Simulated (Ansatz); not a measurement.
Read the following structure.

```
CELL_PARAMETERS angstrom
2.84698 0.00000 0.00000
0.00000 2.84698 0.00000
0.00000 0.00000 7.15503
ATOMIC_POSITIONS crystal
Br 0.00000 0.00000 0.00000
Br 0.50000 0.50000 0.50000
```

Question: Give a crystallographic description of this input.

Answer: The element is bromine. The atoms follow space group I4/mmm (No. 139); the Bravais lattice is body-centred tetragonal. The cell holds two atoms. The neighbours of Br are four Br in a square planar arrangement at 2.85 Å. The bonds build Br layers parallel to (001).

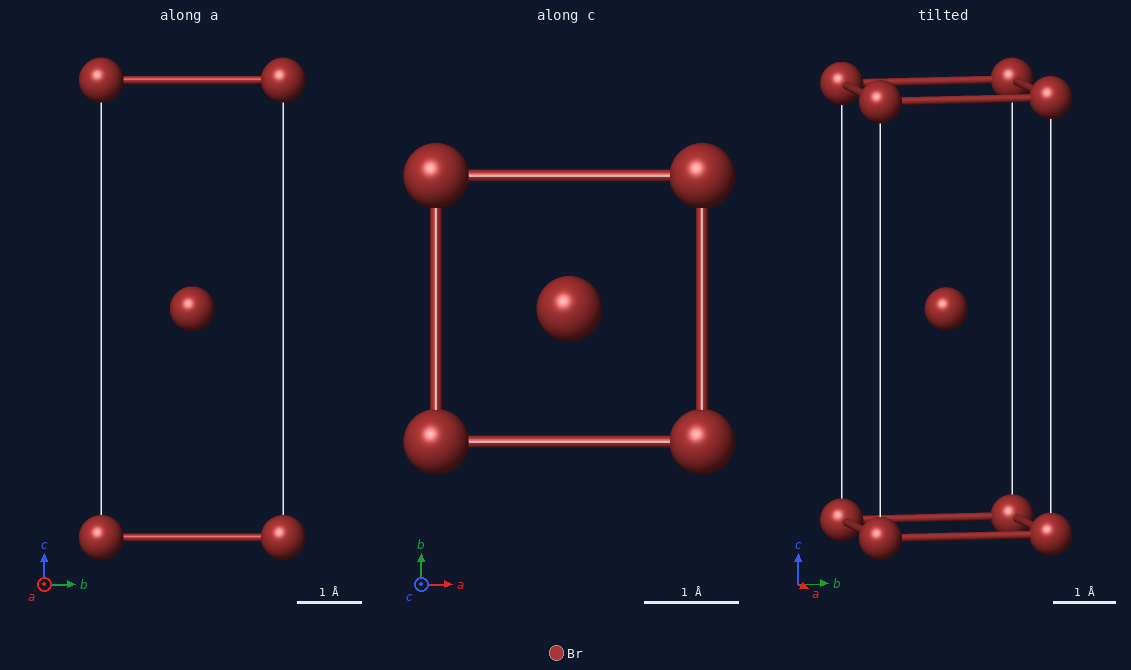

Shown here is a ball-and-stick view of the crystal, taken along the a axis, along the c axis and slightly off an axis. The edges of the conventional unit cell are marked. Colours: bromine brown.

Its origin is a structure listed in the Materials Project. The cell was then strained or its atoms displaced on purpose. It was run through Ansatz as a DFT input.
